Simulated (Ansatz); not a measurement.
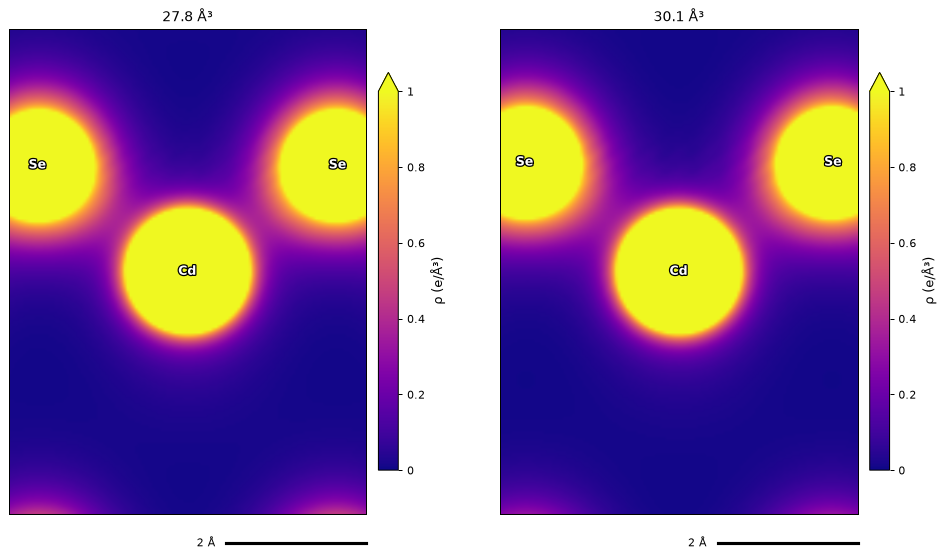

CdSe. The valence charge density (pseudo) of cells scaled evenly to different volumes (given per atom above each panel), on the (011̄) plane of each (indices in the axes of the cell below), at one length scale and on one colour scale.

A structure from a database of computed crystals, not necessarily the ambient phase.

All numbers below come from Kohn-Sham DFT of a periodic cell, r2SCANh, Ansatz PAW (Ansatz 0.2.0).

The largest cell:

```
CELL_PARAMETERS angstrom
0.00000 3.11067 3.11067
3.11067 0.00000 3.11067
3.11067 3.11067 0.00000
ATOMIC_POSITIONS crystal
Cd 0.00000 0.00000 0.00000
Se 0.25000 0.25000 0.25000
```

| volume (Å³/atom) | Cd–Se contact in the plane (Å) | ρ at its midpoint (e/Å³) | pressure (GPa) | gap on the mesh (eV) | 
| --- | --- | --- | --- | --- |
| 27.78 | 2.623 | 0.390 | 2.0 | 1.67 | 
| 28.94 | 2.659 | ? | ? | ? | 
| 30.10 | 2.694 | 0.347 | −2.1 | 1.47 | 

**What values belong in the row with question marks?**

Over the known rows ln ρ falls by 1.65 per Å of Cd–Se distance (the line through the two), which gives 0.368 e/Å³ at 2.659 Å; the calculation gives 0.368 e/Å³. For the pressure, a straight line in volume between the neighbouring rows gives 0.0 GPa; the calculation gives −0.3. For the gap on the mesh, a straight line in volume between the neighbouring rows gives 1.57 eV; the calculation gives 1.57.
